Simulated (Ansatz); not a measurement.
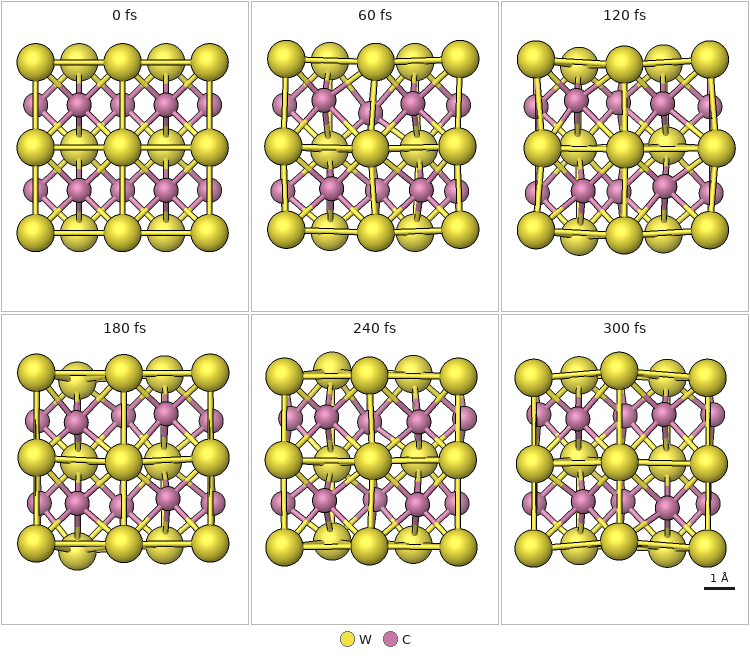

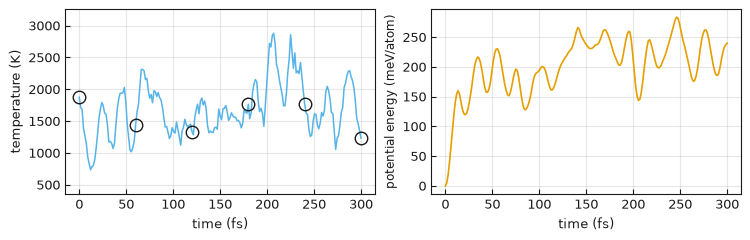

First-principles dynamics of a 16-atom cell of WC (set up in P-6m2), 300 fs long. The cell was cut from the crystal with space group P-6m2. Frames and the history of the run. Style: ball-and-stick. Shown: the simulation cell, along the b axis. Bonds to atoms that aren't drawn are left out.

Theory: DFT PBE, scalar-relativistic, plane waves, PAW (Ansatz 0.2.0). Settings: plane-wave cutoff 420 eV; k-point mesh 2 × 2 × 2; Fermi-Dirac smearing 0.17 eV; low-accuracy preset; volume 1.05 times that of the relaxed crystal; Langevin thermostat (NVT); set temperature 2000 K; time step 1.5 fs; friction 0.02 per fs.

Input
```yaml
accuracy: low
crystal:
  lattice:
    - [-2.900765, -5.024272, 0.0]
    - [4.351147, -2.512136, 0.0]
    - [0.0, 0.0, 5.694056]
  atoms:
    - { symbol: W, position: [0.75, 0.5, 0.0] }
    - { symbol: C, position: [0.5, 0.6666667, 0.25] }
    - { symbol: W, position: [0.75, 0.5, 0.5] }
    - { symbol: C, position: [0.5, 0.6666667, 0.75] }
    - { symbol: W, position: [0.5, 0.0, 0.0] }
    - { symbol: C, position: [0.25, 0.1666667, 0.25] }
    - { symbol: W, position: [0.5, 0.0, 0.5] }
    - { symbol: C, position: [0.25, 0.1666667, 0.75] }
    - { symbol: W, position: [0.25, 0.5, 0.0] }
    - { symbol: C, position: [0.0, 0.6666667, 0.25] }
    - { symbol: W, position: [0.25, 0.5, 0.5] }
    - { symbol: C, position: [0.0, 0.6666667, 0.75] }
    - { symbol: W, position: [0.0, 0.0, 0.0] }
    - { symbol: C, position: [0.75, 0.1666667, 0.25] }
    - { symbol: W, position: [0.0, 0.0, 0.5] }
    - { symbol: C, position: [0.75, 0.1666667, 0.75] }
basis:
  ecutwfc: 420.0
kpoints:
  mp_grid: { grid: [2, 2, 2] }
hamiltonian:
  xc: pbe
scf:
  occupations: { method: fermi_dirac, width: 0.17 }
  lower_state_search: "off"
md:
  timestep: 1.5
  n_steps: 200
  ensemble: nvt_langevin
  temperature: 2000.0
  initial_velocities: maxwell_boltzmann
  seed: 781267
  friction: 0.02
```

Command:
```bash
ansatz run input.yaml --threads 1 --pin off --max-ram 3072MiB --backend cpu --events-out ev --progress --plain --runs-dir out
```

**Describe the run.**

Over the second half the temperature averages 1841 K (spread ±411 K). The potential energy in the second half lies on average 225 meV per atom above the first frame. Root-mean-square distances from the starting positions over the second half, with the common drift of all atoms taken out: C 0.18 Å, W 0.13 Å. That is small against the typical shortest distance between atoms in the first frame, about 2.2 Å: the atoms vibrate about their sites and the arrangement holds.

Limits of the set-up: the k-point mesh is coarse for a cell with partly filled bands; the program's low-accuracy preset was used.
